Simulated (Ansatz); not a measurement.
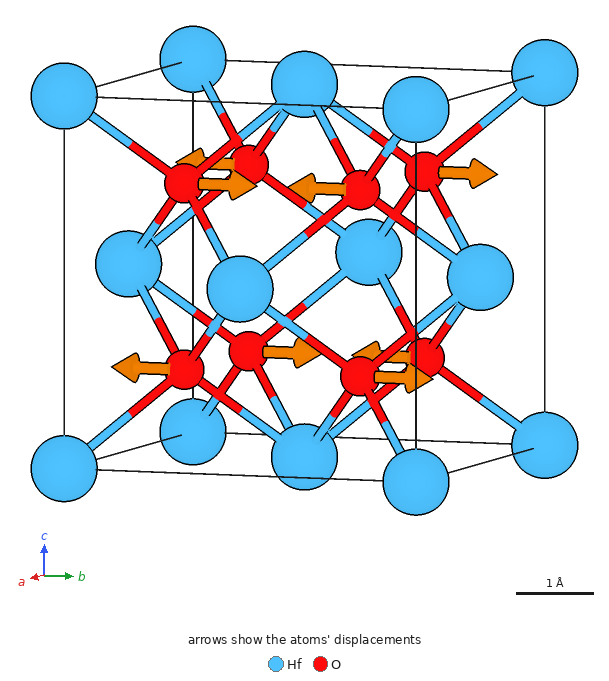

Phonons of solid HfO2 relaxed at 40 GPa, space group Fm-3m (No. 225), at the zone centre. The optical levels lie at 338 (×3), 676 (×3) cm⁻¹. One mode is drawn. The orange arrows are the displacements of the atoms (eigenvector over the root of the mass), of arbitrary overall length and sign. Style: ball-and-stick. Shown: the conventional cell (4 times the calculation's cell), slightly off an axis. Lengths and directions refer to the drawn axes.

Level of theory: DFT PBE, scalar-relativistic, plane waves, PAW in Ansatz. Set-up: plane-wave cutoff 420 eV; k-point mesh 8 × 8 × 8; occupations fixed; target pressure 40 GPa; no spin polarisation.

Frequencies are those without the non-analytic (LO–TO) term.

### Which of these frequencies is the drawn mode's?

The level at 676 cm⁻¹. This is the T₂g mode (triply degenerate; one member of the set is drawn), the highest optical level, Raman-active by symmetry. The Hf atoms stay at rest; all motion is along b; atoms of one kind move against one another, with no net shift of their sublattice.
